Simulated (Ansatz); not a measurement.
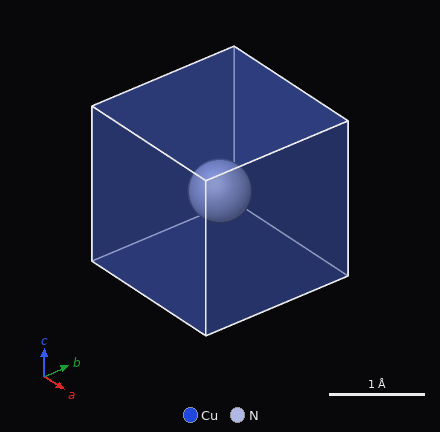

The polyhedron is the computed Voronoi (Dirichlet) cell of the central atom: each face lies in the plane that bisects the line to a neighbour. Central atom: N (1a) in Cu3N; faces take the colour of the neighbour behind them. Source: the end point of a relaxation with DFT, PBE, plane waves, PAW in Ansatz 0.2.0.

Cu3N, space group Pm-3m (No. 221), a = 3.829 Å, b = 3.829 Å, c = 3.829 Å, α = 90.00°, β = 90.00°, γ = 90.00°

```csv
site,Wyckoff,x,y,z
Cu,3d,0.5000,0.0000,0.0000
N,1a,0.0000,0.0000,0.0000
```

> What is the volume of this Voronoi cell?

7.0 Å³, against a mean of 14.0 Å³ per atom in this structure.

> Tabulate the neighbours by distance and solid angle.

```json
{"neighbour": "Cu", "faces": "6", "distance (Å)": "1.91", "solid angle (% of sphere)": "100.0"}
```
